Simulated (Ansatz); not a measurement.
The compound is AlN (space group P6_3mc, No. 186), taken as the end point of a relaxation with DFT, PBEsol, plane waves, PAW (Ansatz); the starting structure was generated, so it need not be a known form of this composition.

```yaml
crystal:
  lattice:
    - [3.11373, 0.00000, 0.00000]
    - [-1.55686, 2.69657, 0.00000]
    - [0.00000, 0.00000, 4.98344]
  atoms:
    - { symbol: Al, position: [0.33333, 0.66667, 0.99651] }
    - { symbol: Al, position: [0.66667, 0.33333, 0.49651] }
    - { symbol: N, position: [0.33333, 0.66667, 0.37849] }
    - { symbol: N, position: [0.66667, 0.33333, 0.87849] }
```

Bonds are taken as Al–N below 2.1 Å. Simplification: prune 0- and 1-connected atoms, fold 2-connected ones into links.

Derive the underlying net.

The result is a uninodal 4-connected, three-periodic net: Al and N are 4-connected nodes. It is the lon net, known from lonsdaleite, wurtzite and tridymite. It is a single net, without interpenetration.

```tsv
node	links	point symbol	coordination sequence
Al and N	4	6^6	4 12 25 44 67
```

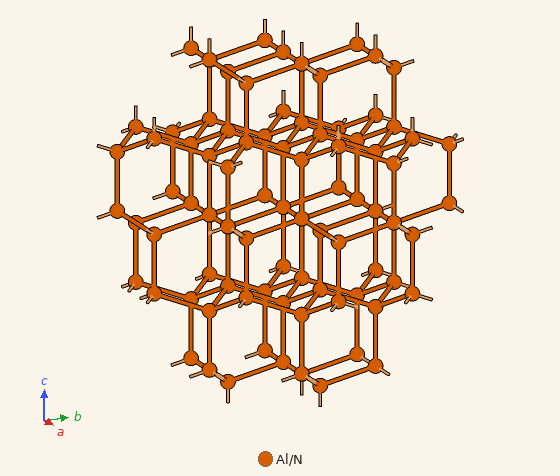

Nodes are coloured by topological kind. Short stubs are edges that leave the cut-out.
